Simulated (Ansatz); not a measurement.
**Two runs on TaN**

System: TaN (P6₃/mmc, 4 atoms in the cell).
Method of the first run: DFT, PBE, plane waves, PAW, no spin polarisation (Ansatz 0.2.0).

The structure derives from an entry of the Crystallography Open Database. Text and figures count atoms from 1; the logs count them from 0 in places.

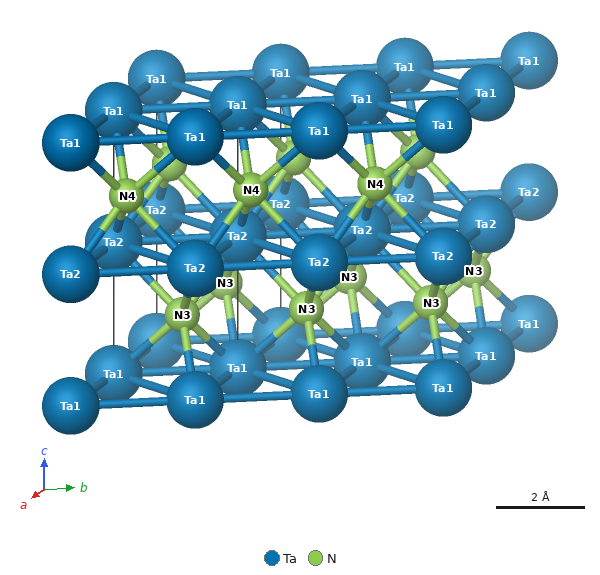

The structure (ball-and-stick view of the cell of the calculation, repeated 2 × 3 × 1, seen slightly off an axis; atoms are numbered from 1 in the order of the input).

**Input file, the first run**
```yaml
crystal:
  lattice:
    - [2.8940346236, 0.0, 0.0]
    - [-1.4470173118, 2.5063075035, 0.0]
    - [0.0, 0.0, 6.2697362409]
  atoms:
    - { symbol: Ta, position: [0.0, 0.0, 0.0] }
    - { symbol: Ta, position: [0.0, 0.0, 0.5] }
    - { symbol: "N", position: [0.3333333333, 0.6666666667, 0.25] }
    - { symbol: "N", position: [0.6666666667, 0.3333333333, 0.75] }
basis:
  ecutwfc: 420
kpoints:
  mp_grid: { grid: [24, 24, 10] }
hamiltonian:
  xc: pbe
scf:
  occupations: { method: gaussian, width: 0.1 }
  initial_density: { chi_scale: 0.1 }
output:
  forces: true
  eigenvalues: true
  stress: true
```

Command:
```bash
ansatz run input.yaml --threads 1 --pin off --max-ram 2560MiB --backend cpu --events-out ev --progress --plain --runs-dir out
```

Hardware: 1 thread of Intel Xeon (Emerald Rapids), 32 GiB of memory available, shared host.

**Output, shortened to warnings, some set-up lines, iterations and results (the first run)**
```
Basis set: ecut = 420 eV, 909 PW (Γ), exchange–correlation on 40×40×90 points (8 copies of the dense FFT grid, shifted against one another)
Symmetry: 24 space group operations
k-points: 366 of 5760
Initial density: superposition of atomic densities (chi_scale 0.1, normalization cell, long waves kept (reshape's long-wave potential 0.00 eV rms))
[...]
SCF iter   1: F=—  HF=-20635.884383 eV  |F-HF|=—  |Δ(HF+E_count)|=         —  Δρ=4.19e-2  dr2=5.29e-1  ethr=3.10e-3  ⟨swp⟩=5.1  Hψ=35490  notcnv=0
SCF iter   2: F=—  HF=-20635.865606 eV  |F-HF|=—  |Δ(HF+E_count)|=   1.88e-2  Δρ=2.66e-2  dr2=1.95e-1  ethr=1.47e-3  ⟨swp⟩=2.0  Hψ=12228  notcnv=0
SCF iter   3: F=—  HF=-20635.867272 eV  |F-HF|=—  |Δ(HF+E_count)|=   1.67e-3  Δρ=9.40e-3  dr2=4.41e-2  ethr=5.42e-4  ⟨swp⟩=2.1  Hψ=11982  notcnv=0
SCF iter   4: F=—  HF=-20635.859147 eV  |F-HF|=—  |Δ(HF+E_count)|=   8.13e-3  Δρ=2.10e-3  dr2=2.64e-3  ethr=1.23e-4  ⟨swp⟩=2.0  Hψ=11482  notcnv=0
SCF iter   5: F=—  HF=-20635.858953 eV  |F-HF|=—  |Δ(HF+E_count)|=   1.94e-4  Δρ=4.29e-4  dr2=1.05e-4  ethr=7.32e-6  ⟨swp⟩=2.0  Hψ=11796  notcnv=0
SCF iter   6: F=—  HF=-20635.858956 eV  |F-HF|=—  |Δ(HF+E_count)|=   2.50e-6  Δρ=9.59e-5  dr2=4.24e-6  ethr=2.91e-7  ⟨swp⟩=2.8  Hψ=13999  notcnv=0
SCF iter   7: F=—  HF=-20635.858959 eV  |F-HF|=—  |Δ(HF+E_count)|=   3.30e-6  Δρ=1.59e-5  dr2=1.05e-7  ethr=1.18e-8  ⟨swp⟩=2.0  Hψ=10920  notcnv=0
SCF iter   8: F=-20635.858959 eV  HF=-20635.858959 eV  |F-HF|=6.91e-11  |Δ(HF+E_count)|=   1.44e-8  Δρ=2.48e-6  dr2=2.66e-9  ethr=2.78e-10  ⟨swp⟩=4.5  Hψ=28092  notcnv=0
SCF 1 converged in 8 iterations: F = -20635.858959 eV  dr2 = 2.66e-9
SCF converged after 8 iterations
Free energy (F): -20635.858959 eV
Harris-Foulkes:  -20635.858959 eV  (|F-HF|=6.91e-11)
Internal energy: -20635.854962 eV  (E = F + TS)
E sigma→0 (E₀):  -20635.856961 eV
Entropy (-TS):   -0.003997 eV (-0.999 meV/atom)
Fermi energy:    18.838073 eV
--- Per-component energies (eV) ---
  E_band       = -141.897515
  E_kinetic    = 990.584821
  E_local      = -1265.548398  (includes V_loc(G=0)·N_el)
  E_nonlocal   = 118.945621
  E_hartree    = 419.671903
  E_xc         = -557.439331
  E_vxc        = -561.503622  (∫ρ·V_xc dr)
  E_paw        = -17047.146568  (= ΣΔE_a)
  E_vpaw       = -263.719932  (= ΣTr[D̂ρ^β])
  E_aug_tail   = 0.000392  (compensation charges beyond the density's cutoff)
  E_ewald      = -3294.923402
  E_smearing   = -0.003997  (= −TS)
  E_closure    = 0.000000  (closes the sum)
  Σ components = -20635.858959   (vs F -20635.858959, Δ=0.00e0)
--- Forces (eV/Å), atoms counted from 1 ---
  atom   1  Ta    -0.00000000    -0.00000000    -0.00000000
  atom   2  Ta    -0.00000000    -0.00000000     0.00000000
  atom   3  N      0.00000000    -0.00000000    -0.00000000
  atom   4  N      0.00000000     0.00000000     0.00000000
  max |Σ_I F_I| component: 3.70e-17 eV/Å
--- Stress (GPa, compression-positive) ---
        0.000732      -0.000000      -0.000000
        0.000000       0.000732      -0.000000
       -0.000000      -0.000000     -40.030888
  P = ⅓ Tr σ = -13.3431 GPa (-133.431 kbar)
```

The input of the second run differs as follows (lines with − go, lines with + come):
```diff
-    - [2.8940346236, 0.0, 0.0]
-    - [-1.4470173118, 2.5063075035, 0.0]
-    - [0.0, 0.0, 6.2697362409]
+    - [2.9171012913, 0.0, 0.0]
+    - [-1.4585506457, 2.5262838237, 0.0]
+    - [0.0, 0.0, 5.9148455103]
-  initial_density: { chi_scale: 0.1 }
```

Predict how the results change.

With the same functional and potentials, the second run lies 84.3 meV per atom lower. The pressure goes from −13.34 to 0.03 GPa. The volume per atom goes from 11.37 to 10.90 Å³. The SCF takes 6 iterations against 8. The plane waves at Γ go from 909 to 847. The two runs start from different initial densities, which also moves the count.

**Output, shortened to warnings, some set-up lines, iterations and results (the second run)**
```
Basis set: ecut = 420 eV, 847 PW (Γ), exchange–correlation on 40×40×80 points (8 copies of the dense FFT grid, shifted against one another)
Symmetry: 24 space group operations
k-points: 366 of 5760
Initial density: superposition of atomic densities (neutral atoms: chi_scale 0, normalization atom), corrected by the library's trained network
[...]
SCF iter   1: F=—  HF=-20636.200038 eV  |F-HF|=—  |Δ(HF+E_count)|=         —  Δρ=7.09e-3  dr2=1.55e-2  ethr=1.77e-3  ⟨swp⟩=5.1  Hψ=35882  notcnv=0
SCF iter   2: F=—  HF=-20636.197633 eV  |F-HF|=—  |Δ(HF+E_count)|=   2.40e-3  Δρ=4.20e-3  dr2=6.26e-3  ethr=4.30e-5  ⟨swp⟩=1.0  Hψ=10986  notcnv=0
SCF iter   3: F=—  HF=-20636.196115 eV  |F-HF|=—  |Δ(HF+E_count)|=   1.52e-3  Δρ=8.34e-4  dr2=2.75e-4  ethr=1.74e-5  ⟨swp⟩=2.3  Hψ=11956  notcnv=0
SCF iter   4: F=—  HF=-20636.196058 eV  |F-HF|=—  |Δ(HF+E_count)|=   5.68e-5  Δρ=3.39e-4  dr2=3.63e-5  ethr=7.63e-7  ⟨swp⟩=2.0  Hψ=11425  notcnv=0
SCF iter   5: F=—  HF=-20636.196031 eV  |F-HF|=—  |Δ(HF+E_count)|=   2.67e-5  Δρ=5.95e-5  dr2=1.18e-6  ethr=1.01e-7  ⟨swp⟩=2.1  Hψ=12459  notcnv=0
SCF iter   6: F=-20636.196032 eV  HF=-20636.196032 eV  |F-HF|=6.59e-8  |Δ(HF+E_count)|=   5.02e-7  Δρ=1.60e-5  dr2=8.33e-8  ethr=2.78e-10  ⟨swp⟩=3.5  Hψ=33759  notcnv=0
SCF 1 converged in 6 iterations: F = -20636.196032 eV  dr2 = 8.33e-8
SCF converged after 6 iterations
Free energy (F): -20636.196032 eV
Harris-Foulkes:  -20636.196032 eV  (|F-HF|=6.59e-8)
Internal energy: -20636.190760 eV  (E = F + TS)
E sigma→0 (E₀):  -20636.193396 eV
Entropy (-TS):   -0.005272 eV (-1.318 meV/atom)
Fermi energy:    20.010574 eV
--- Per-component energies (eV) ---
  E_band       = -109.837400
  E_kinetic    = 998.243379
  E_local      = -1215.480395  (includes V_loc(G=0)·N_el)
  E_nonlocal   = 119.973656
  E_hartree    = 408.454385
  E_xc         = -559.537994
  E_vxc        = -564.297219  (∫ρ·V_xc dr)
  E_paw        = -17048.347901  (= ΣΔE_a)
  E_vpaw       = -265.189871  (= ΣTr[D̂ρ^β])
  E_aug_tail   = 0.000424  (compensation charges beyond the density's cutoff)
  E_ewald      = -3339.496314
  E_smearing   = -0.005272  (= −TS)
  E_closure    = -0.000000  (closes the sum)
  Σ components = -20636.196032   (vs F -20636.196032, Δ=0.00e0)
--- Forces (eV/Å), atoms counted from 1 ---
  atom   1  Ta     0.00000000     0.00000000     0.00000000
  atom   2  Ta    -0.00000000     0.00000000     0.00000000
  atom   3  N     -0.00000000    -0.00000000     0.00000000
  atom   4  N      0.00000000     0.00000000     0.00000000
  max |Σ_I F_I| component: 5.55e-17 eV/Å
--- Stress (GPa, compression-positive) ---
        0.109343       0.000000       0.000000
        0.000000       0.109343       0.000000
        0.000000       0.000000      -0.125891
  P = ⅓ Tr σ = 0.0309 GPa (0.309 kbar)
```

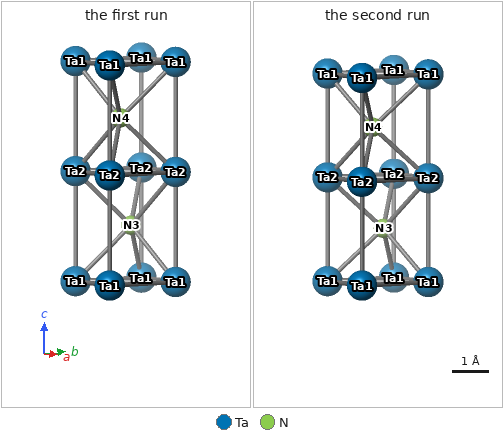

The two input geometries at one scale (ball-and-stick view of the cell of the calculation, seen at an oblique angle). No atom moves by more than 0.005 Å relative to the cell. The drawn cell changes as follows: a = b 2.894 → 2.917 Å (+0.8 %), c 6.270 → 5.915 Å (−5.7 %); the volume changes by −4.2 %. Among the contacts that change: Ta1–Ta2 3.135 → 2.957 Å, Ta1–N3 2.291 → 2.241 Å, Ta1–Ta1 2.894 → 2.917 Å.

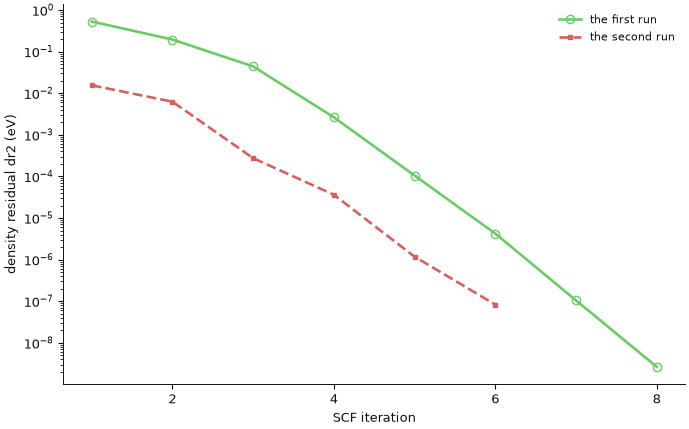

Convergence of the two runs: density residual dr2 against the SCF iteration. The first run takes 8 iterations in all, and the second run takes 6.

**The two runs side by side**

| quantity | the first run | the second run |
| --- | --- | --- |
| outcome | converged | converged |
| free energy per atom (eV) | −5158.9647 | −5159.0490 |
| energy per atom, smearing taken to zero (eV) | −5158.9642 | −5159.0483 |
| gap on the mesh (eV) | 0.00 | 0.00 |
| pressure (GPa) | −13.34 | 0.03 |
| volume per atom (Å³) | 11.37 | 10.90 |
| largest force (eV/Å) | 0.000 | 0.000 |
| SCF iterations | 8 | 6 |
| irreducible k-points | 366 | 366 |
| plane waves at Γ | 909 | 847 |
| wall time (shared host) | 10 s | 7.9 s |

For both runs: Spin–orbit coupling is left out, which matters for Ta.
